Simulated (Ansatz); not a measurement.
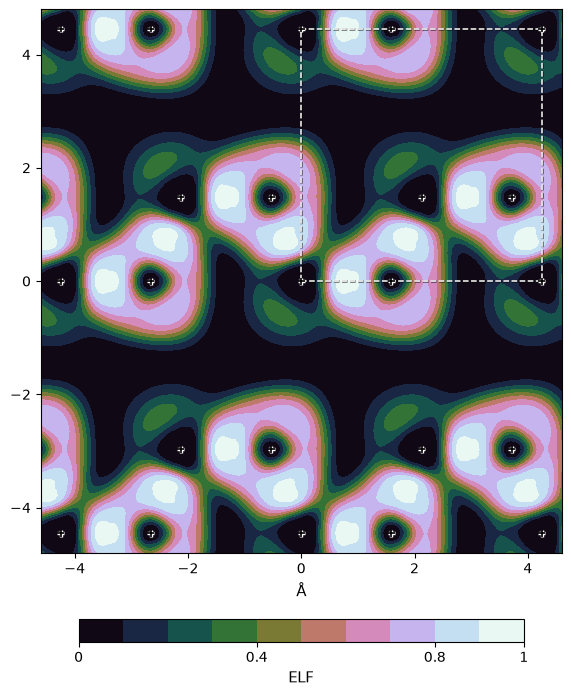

The electron localisation function on a plane through atoms (crosses mark nuclei in the plane).

Method: DFT, r2SCAN, plane waves, PAW in Ansatz.

Candidates:
A. BN, a = 2.57 Å, b = 2.57 Å, c = 4.25 Å, α = 90.00°, β = 90.00°, γ = 120.00°. Space group P6₃mc; started from the wurtzite prototype, which need not be the ambient phase; changed on purpose from its base cell (hydrostatic strain +1.0%); computed pressure about −11 GPa in this cell.
B. Ge, a = 3.96 Å, b = 3.96 Å, c = 6.53 Å, α = 90.00°, β = 90.00°, γ = 120.00°. Space group P6₃/mmc; started from the lonsdaleite (2H) prototype, which need not be the ambient phase; changed on purpose from its base cell (hydrostatic strain -1.0%); computed pressure about 2 GPa in this cell.

Which system is this?

Candidate A: BN on the (110) plane of the conventional cell, which holds B and N. B–N (1.58 Å): the ELF peaks at about 0.95 between the atoms (a polar covalent bond).
